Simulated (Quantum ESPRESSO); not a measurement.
# H on fcc sites of Ni(111), stepped through the coverage, part 7 of 10

What law, if any, do the results for H on fcc sites of Ni(111) follow against the coverage?

Quantum ESPRESSO 7.5; plane-wave DFT, PBE, GBRV ultrasoft pseudopotentials.

So far. Step 7 (Relaxation with pw.x, 0.1667 ML): The relaxation lowers the energy by 4 meV an atom. On the free atoms the largest force ends at 0.033 eV/Å. Step 8 (Ground state, 0.1667 ML): Inside the slab this potential holds the local part of the pseudopotentials, which can be repulsive at the nuclei; only its value in the vacuum has a meaning of its own.

## (9) Relaxation with pw.x, 0.75 ML

System of this step: Ni(111), 3 layers, 4 sites a cell, 3 H on fcc sites. The cell holds 15 atoms: 12 Ni and 3 H. Cell: a = 4.975 Å, b = 4.975 Å, c = 18.826 Å, α = 90.0°, β = 90.0°, γ = 60.0°. It derives from Ni. Vacuum lies along c.

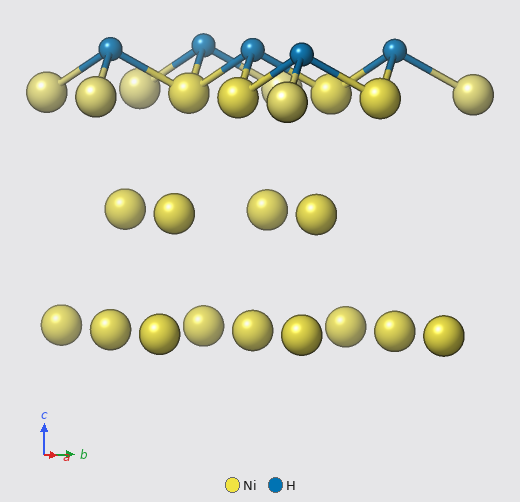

The cell of this step (nickel yellow, hydrogen blue). Some periodic images of atoms are drawn too.

Input file m6.relax.in:

```
&control
  prefix = 'm6.relax'
  outdir = './out'
  pseudo_dir = './pseudo'
  nstep = 70
  forc_conv_thr = 0.0015
  calculation = 'relax'
/
&system
  ibrav = 0
  nat = 15
  ntyp = 2
  ecutwfc = 40
  ecutrho = 200
  occupations = 'smearing'
  smearing = 'mv'
  degauss = 0.02
  nspin = 2
  starting_magnetization(1) = 0.12
/
&electrons
  conv_thr = 1e-07
  mixing_beta = 0.3
  electron_maxstep = 120
  mixing_mode = 'local-TF'
/
&ions
/
ATOMIC_SPECIES
  Ni  58.6934  ni_pbe_v1.4.uspp.F.UPF
  H   1.0080  h_pbe_v1.4.uspp.F.UPF
CELL_PARAMETERS angstrom
  4.97456844933298 0.00000000000000 0.00000000000000
  2.48728422466649 4.30810264998692 0.00000000000000
  0.00000000000000 0.00000000000000 18.82603589454892
ATOMIC_POSITIONS crystal
  Ni  0.000000000000 0.500000000000 0.371566804386 0 0 0
  Ni  0.500000000000 0.000000000000 0.371566804386 0 0 0
  Ni  0.500000000000 0.500000000000 0.371566804386 0 0 0
  Ni  0.000000000000 0.000000000000 0.371566804386 0 0 0
  Ni  0.166666666700 0.666666666700 0.479441827923 0 0 0
  Ni  0.666666666700 0.166666666700 0.479441827923 0 0 0
  Ni  0.666666666700 0.666666666700 0.479441827923 0 0 0
  Ni  0.166666666700 0.166666666700 0.479441827923 0 0 0
  Ni  0.833333333300 0.333333333300 0.587316851460
  Ni  0.333333333300 0.833333333300 0.587316851460
  Ni  0.333333333300 0.333333333300 0.587316851460
  Ni  0.833333333300 0.833333333300 0.587316851460
  H   0.000000000000 0.500000000000 0.628433195614
  H   0.500000000000 0.000000000000 0.628433195614
  H   0.500000000000 0.500000000000 0.628433195614
K_POINTS automatic
  5 5 1 0 0 0
```

On the command line:

```
$ OMP_NUM_THREADS=1 mpirun -n 16 pw.x -nk 2 -in m6.relax.in > m6.relax.out
```

Log:

```text
[banner, memory and clock lines left out]
Program PWSCF v.7.5 starts
[...]
Message from routine setup:
[...]
number of electrons       =       219.00
     number of Kohn-Sham states=          132
     kinetic-energy cutoff     =      40.0000  Ry
     charge density cutoff     =     200.0000  Ry
[...]
number of k points=     5  Marzari-Vanderbilt smearing, width (Ry)=  0.0200
[...]
Dense  grid:   129965 G-vectors     FFT dimensions: (  45,  45, 162)
[...]
negative rho (up, down):  3.383E-03 2.627E-03
     Starting wfcs are  159 randomized atomic wfcs
[...]
negative rho (up, down):  3.637E-01 3.696E-01
[...]
estimated scf accuracy    <    2319.53975863 Ry
     total magnetization       =     1.99 Bohr mag/cell
     absolute magnetization    =     2.13 Bohr mag/cell
[...]
negative rho (up, down):  2.736E-01 2.749E-01
[...]
estimated scf accuracy    <     125.53822102 Ry
     total magnetization       =    10.97 Bohr mag/cell
     absolute magnetization    =    12.10 Bohr mag/cell
[...]
negative rho (up, down):  1.830E-01 1.836E-01
[...]
estimated scf accuracy    <      34.03044457 Ry
     total magnetization       =    12.14 Bohr mag/cell
     absolute magnetization    =    13.27 Bohr mag/cell
[...]
negative rho (up, down):  6.703E-02 6.723E-02
[...]
estimated scf accuracy    <      10.03633747 Ry
     total magnetization       =     9.36 Bohr mag/cell
     absolute magnetization    =    11.03 Bohr mag/cell
[...]
negative rho (up, down):  2.494E-02 2.515E-02
[...]
estimated scf accuracy    <       2.69563587 Ry
     total magnetization       =     8.74 Bohr mag/cell
     absolute magnetization    =    10.05 Bohr mag/cell
[...]
estimated scf accuracy    <       1.08159208 Ry
     total magnetization       =     8.44 Bohr mag/cell
     absolute magnetization    =     9.77 Bohr mag/cell
[...]
negative rho (up, down):  9.195E-04 9.168E-04
[...]
estimated scf accuracy    <       0.86983776 Ry
     total magnetization       =     7.84 Bohr mag/cell
     absolute magnetization    =     9.14 Bohr mag/cell
[...]
negative rho (up, down):  1.892E-03 1.889E-03
[...]
estimated scf accuracy    <       0.54018398 Ry
     total magnetization       =     7.26 Bohr mag/cell
     absolute magnetization    =     8.50 Bohr mag/cell
[...]
negative rho (up, down):  2.907E-04 2.888E-04
[...]
estimated scf accuracy    <       0.42145910 Ry
     total magnetization       =     7.03 Bohr mag/cell
     absolute magnetization    =     8.22 Bohr mag/cell
[...]
negative rho (up, down):  2.779E-02 2.642E-02
[...]
estimated scf accuracy    <       0.37822893 Ry
     total magnetization       =     7.00 Bohr mag/cell
     absolute magnetization    =     8.14 Bohr mag/cell
[...]
negative rho (up, down):  5.102E-02 4.908E-02
[...]
estimated scf accuracy    <       0.31421736 Ry
     total magnetization       =     6.72 Bohr mag/cell
     absolute magnetization    =     7.53 Bohr mag/cell
[...]
negative rho (up, down):  4.656E-02 4.438E-02
[...]
estimated scf accuracy    <       0.11178139 Ry
     total magnetization       =     6.86 Bohr mag/cell
     absolute magnetization    =     7.62 Bohr mag/cell
[...]
negative rho (up, down):  5.197E-02 4.851E-02
[...]
estimated scf accuracy    <       0.07624600 Ry
     total magnetization       =     6.84 Bohr mag/cell
     absolute magnetization    =     7.63 Bohr mag/cell
[...]
negative rho (up, down):  5.220E-02 4.867E-02
[...]
estimated scf accuracy    <       0.04467729 Ry
     total magnetization       =     7.08 Bohr mag/cell
     absolute magnetization    =     8.03 Bohr mag/cell
[...]
negative rho (up, down):  5.974E-02 5.635E-02
[...]
estimated scf accuracy    <       0.03859572 Ry
     total magnetization       =     7.06 Bohr mag/cell
     absolute magnetization    =     8.05 Bohr mag/cell
[...]
negative rho (up, down):  4.114E-02 3.910E-02
[...]
estimated scf accuracy    <       0.02321111 Ry
     total magnetization       =     7.15 Bohr mag/cell
     absolute magnetization    =     8.21 Bohr mag/cell
[...]
negative rho (up, down):  2.875E-02 2.748E-02
[...]
estimated scf accuracy    <       0.01500760 Ry
     total magnetization       =     7.12 Bohr mag/cell
     absolute magnetization    =     8.22 Bohr mag/cell
[...]
negative rho (up, down):  1.423E-02 1.391E-02
[...]
estimated scf accuracy    <       0.00767812 Ry
     total magnetization       =     7.12 Bohr mag/cell
     absolute magnetization    =     8.23 Bohr mag/cell
[...]
negative rho (up, down):  1.237E-02 1.219E-02
[...]
estimated scf accuracy    <       0.00163472 Ry
     total magnetization       =     7.16 Bohr mag/cell
     absolute magnetization    =     8.26 Bohr mag/cell
[...]
negative rho (up, down):  1.060E-02 1.042E-02
[...]
estimated scf accuracy    <       0.00053486 Ry
     total magnetization       =     7.17 Bohr mag/cell
     absolute magnetization    =     8.26 Bohr mag/cell
[...]
negative rho (up, down):  4.976E-03 4.943E-03
[...]
estimated scf accuracy    <       0.00037336 Ry
     total magnetization       =     7.18 Bohr mag/cell
     absolute magnetization    =     8.26 Bohr mag/cell
[...]
negative rho (up, down):  3.369E-03 3.431E-03
[...]
estimated scf accuracy    <       0.00013811 Ry
     total magnetization       =     7.17 Bohr mag/cell
     absolute magnetization    =     8.25 Bohr mag/cell
[...]
negative rho (up, down):  1.935E-03 2.054E-03
[...]
estimated scf accuracy    <       0.00003907 Ry
     total magnetization       =     7.17 Bohr mag/cell
     absolute magnetization    =     8.24 Bohr mag/cell
[...]
negative rho (up, down):  1.305E-03 1.472E-03
[...]
estimated scf accuracy    <       0.00002333 Ry
     total magnetization       =     7.17 Bohr mag/cell
     absolute magnetization    =     8.24 Bohr mag/cell
[...]
negative rho (up, down):  1.129E-03 1.306E-03
[...]
estimated scf accuracy    <       0.00000480 Ry
     total magnetization       =     7.17 Bohr mag/cell
     absolute magnetization    =     8.24 Bohr mag/cell
[...]
negative rho (up, down):  1.088E-03 1.269E-03
[...]
estimated scf accuracy    <       0.00000394 Ry
     total magnetization       =     7.17 Bohr mag/cell
     absolute magnetization    =     8.24 Bohr mag/cell
[...]
negative rho (up, down):  1.053E-03 1.242E-03
[...]
estimated scf accuracy    <       0.00000137 Ry
[...]
total magnetization       =     7.21 Bohr mag/cell
     absolute magnetization    =     8.28 Bohr mag/cell
[...]
negative rho (up, down):  9.133E-04 1.108E-03
[...]
estimated scf accuracy    <       0.00000003 Ry
     total magnetization       =     7.21 Bohr mag/cell
     absolute magnetization    =     8.28 Bohr mag/cell
[...]
negative rho (up, down):  9.076E-04 1.102E-03
[...]
estimated scf accuracy    <       0.00000002 Ry
     total magnetization       =     7.21 Bohr mag/cell
     absolute magnetization    =     8.28 Bohr mag/cell
[...]
negative rho (up, down):  9.020E-04 1.096E-03
[...]
the Fermi energy is     2.5496 ev
!    total energy              =   -4122.55625768 Ry
     estimated scf accuracy    <          7.9E-09 Ry
     smearing contrib. (-TS)   =      -0.00302048 Ry
     internal energy E=F+TS    =   -4122.55323721 Ry
[...]
one-electron contribution =  -24351.79386649 Ry
     hartree contribution      =   12195.43328265 Ry
     xc contribution           =    -428.62580940 Ry
     ewald contribution        =    8462.43315603 Ry
     total magnetization       =     7.21 Bohr mag/cell
     absolute magnetization    =     8.28 Bohr mag/cell
     convergence has been achieved in  22 iterations
     negative rho (up, down):  9.020E-04 1.096E-03
[...]
Total force =     0.024669     Total SCF correction =     0.000413
[...]
negative rho (up, down):  1.025E-03 9.796E-04
[...]
negative rho (up, down):  8.650E-04 9.233E-04
[...]
estimated scf accuracy    <       0.21982824 Ry
     total magnetization       =     7.13 Bohr mag/cell
     absolute magnetization    =     8.21 Bohr mag/cell
[...]
negative rho (up, down):  8.048E-04 8.894E-04
[...]
estimated scf accuracy    <       0.24468456 Ry
     total magnetization       =     7.25 Bohr mag/cell
     absolute magnetization    =     8.32 Bohr mag/cell
[...]
negative rho (up, down):  7.451E-04 8.518E-04
[...]
estimated scf accuracy    <       0.02721203 Ry
     total magnetization       =     7.21 Bohr mag/cell
     absolute magnetization    =     8.28 Bohr mag/cell
[...]
negative rho (up, down):  5.385E-04 6.964E-04
[...]
estimated scf accuracy    <       0.01713972 Ry
     total magnetization       =     7.20 Bohr mag/cell
     absolute magnetization    =     8.27 Bohr mag/cell
[...]
negative rho (up, down):  5.107E-04 6.710E-04
[...]
estimated scf accuracy    <       0.00081528 Ry
     total magnetization       =     7.22 Bohr mag/cell
     absolute magnetization    =     8.29 Bohr mag/cell
[...]
negative rho (up, down):  4.778E-04 6.346E-04
[...]
estimated scf accuracy    <       0.00010738 Ry
     total magnetization       =     7.23 Bohr mag/cell
     absolute magnetization    =     8.30 Bohr mag/cell
[...]
negative rho (up, down):  4.424E-04 5.940E-04
[...]
estimated scf accuracy    <       0.00016627 Ry
     total magnetization       =     7.23 Bohr mag/cell
     absolute magnetization    =     8.30 Bohr mag/cell
[...]
negative rho (up, down):  3.987E-04 5.448E-04
[...]
the Fermi energy is     2.5427 ev
!    total energy              =   -4122.55950763 Ry
     estimated scf accuracy    <          1.6E-09 Ry
     smearing contrib. (-TS)   =      -0.00290887 Ry
     internal energy E=F+TS    =   -4122.55659876 Ry
[...]
one-electron contribution =  -24267.51070454 Ry
     hartree contribution      =   12153.25551150 Ry
     xc contribution           =    -428.53962696 Ry
     ewald contribution        =    8420.23822125 Ry
     total magnetization       =     7.36 Bohr mag/cell
     absolute magnetization    =     8.44 Bohr mag/cell
     convergence has been achieved in  24 iterations
     negative rho (up, down):  8.869E-04 1.082E-03
[...]
Total force =     0.007733     Total SCF correction =     0.000100
[...]
negative rho (up, down):  9.888E-04 9.583E-04
[...]
negative rho (up, down):  1.132E-03 1.188E-03
[...]
estimated scf accuracy    <       0.21614305 Ry
     total magnetization       =     7.47 Bohr mag/cell
     absolute magnetization    =     8.54 Bohr mag/cell
[...]
negative rho (up, down):  1.207E-03 1.283E-03
[...]
estimated scf accuracy    <       0.22654417 Ry
     total magnetization       =     7.30 Bohr mag/cell
     absolute magnetization    =     8.39 Bohr mag/cell
[...]
negative rho (up, down):  1.316E-03 1.408E-03
[...]
estimated scf accuracy    <       0.04271276 Ry
     total magnetization       =     7.40 Bohr mag/cell
     absolute magnetization    =     8.48 Bohr mag/cell
[...]
negative rho (up, down):  2.025E-03 2.169E-03
[...]
estimated scf accuracy    <       0.02428742 Ry
     total magnetization       =     7.40 Bohr mag/cell
     absolute magnetization    =     8.48 Bohr mag/cell
[...]
negative rho (up, down):  2.155E-03 2.305E-03
[...]
estimated scf accuracy    <       0.00045651 Ry
     total magnetization       =     7.37 Bohr mag/cell
     absolute magnetization    =     8.45 Bohr mag/cell
[...]
negative rho (up, down):  2.209E-03 2.355E-03
[...]
estimated scf accuracy    <       0.00032618 Ry
     total magnetization       =     7.37 Bohr mag/cell
     absolute magnetization    =     8.45 Bohr mag/cell
[...]
negative rho (up, down):  2.234E-03 2.376E-03
[...]
estimated scf accuracy    <       0.00015803 Ry
     total magnetization       =     7.37 Bohr mag/cell
     absolute magnetization    =     8.45 Bohr mag/cell
[...]
negative rho (up, down):  2.270E-03 2.400E-03
[...]
estimated scf accuracy    <       0.00009122 Ry
     total magnetization       =     7.37 Bohr mag/cell
     absolute magnetization    =     8.45 Bohr mag/cell
[...]
negative rho (up, down):  2.191E-03 2.327E-03
[...]
estimated scf accuracy    <       0.00005377 Ry
     total magnetization       =     7.36 Bohr mag/cell
     absolute magnetization    =     8.45 Bohr mag/cell
[...]
negative rho (up, down):  2.073E-03 2.217E-03
[...]
estimated scf accuracy    <       0.00002445 Ry
     total magnetization       =     7.36 Bohr mag/cell
     absolute magnetization    =     8.45 Bohr mag/cell
[...]
negative rho (up, down):  1.808E-03 1.972E-03
[...]
estimated scf accuracy    <       0.00001339 Ry
     total magnetization       =     7.36 Bohr mag/cell
     absolute magnetization    =     8.44 Bohr mag/cell
[...]
negative rho (up, down):  1.547E-03 1.722E-03
[...]
estimated scf accuracy    <       0.00000791 Ry
     total magnetization       =     7.36 Bohr mag/cell
     absolute magnetization    =     8.44 Bohr mag/cell
[...]
negative rho (up, down):  1.319E-03 1.498E-03
[...]
estimated scf accuracy    <       0.00000505 Ry
     total magnetization       =     7.36 Bohr mag/cell
     absolute magnetization    =     8.44 Bohr mag/cell
[...]
negative rho (up, down):  1.222E-03 1.404E-03
[...]
estimated scf accuracy    <       0.00000449 Ry
     total magnetization       =     7.36 Bohr mag/cell
     absolute magnetization    =     8.44 Bohr mag/cell
[...]
negative rho (up, down):  1.061E-03 1.245E-03
[...]
estimated scf accuracy    <       0.00000410 Ry
     total magnetization       =     7.36 Bohr mag/cell
     absolute magnetization    =     8.44 Bohr mag/cell
[...]
negative rho (up, down):  9.551E-04 1.141E-03
[...]
estimated scf accuracy    <       0.00000158 Ry
     total magnetization       =     7.36 Bohr mag/cell
     absolute magnetization    =     8.44 Bohr mag/cell
[...]
negative rho (up, down):  9.187E-04 1.106E-03
[...]
estimated scf accuracy    <       0.00000072 Ry
     total magnetization       =     7.36 Bohr mag/cell
     absolute magnetization    =     8.44 Bohr mag/cell
[...]
negative rho (up, down):  9.151E-04 1.103E-03
[...]
estimated scf accuracy    <       0.00000063 Ry
     total magnetization       =     7.36 Bohr mag/cell
     absolute magnetization
```

It took 13 min on 16 MPI ranks of Arm Neoverse V2, shared host; peak memory 1.7 GiB; 3.5 h of CPU time.

The steps of the relaxation:

```csv
step,energy less that of the first step (eV),largest force (eV/Å)
1,0.0000,0.5496
2,-0.0319,0.4440
3,-0.0527,0.3414
4,-0.0688,0.2092
5,-0.0764,0.2073
6,-0.0824,0.2283
7,-0.0892,0.1927
8,-0.0951,0.1316
9,-0.0969,0.1119
10,-0.0983,0.0881
11,-0.0990,0.0532
12,-0.0994,0.0308
```

The atoms that moved most (Å):

```csv
atom,dx,dy,dz,length
H15,-0.012,-0.007,0.121,0.122
H13,0.012,-0.007,0.121,0.122
H14,0.000,0.014,0.121,0.122
Ni11,0.000,0.000,0.047,0.047
Ni9,0.000,-0.009,0.006,0.011
Ni12,0.008,0.004,0.006,0.011
Ni10,-0.008,0.004,0.006,0.011
```

The relaxation lowers the energy by 7 meV an atom. On the free atoms the largest force ends at 0.031 eV/Å.

This step gave:

| Item | Value |
| --- | --- |
| free energy | -56090.2821 eV |
| Fermi energy | 2.541 eV |
| magnetization | 7.37 μB |
| absolute magnetization | 8.45 μB |

(Continued in part 8 of 10.)

[Logs are printed without paths, hosts, clocks, repeated set-up lines and the standing remarks that a program may print on its own settings, such as how far it seeks lower states.]

[Hosts, paths, dates, database ids (printed as entryN), source tags and the programs' standing remarks are cut or masked in the printed files.]

[Maps of the electrostatic potential energy from Ansatz leave out the sawtooth potential of an applied field or a dipole correction, so their vacuum need not be flat; planar profiles and work functions include it.]
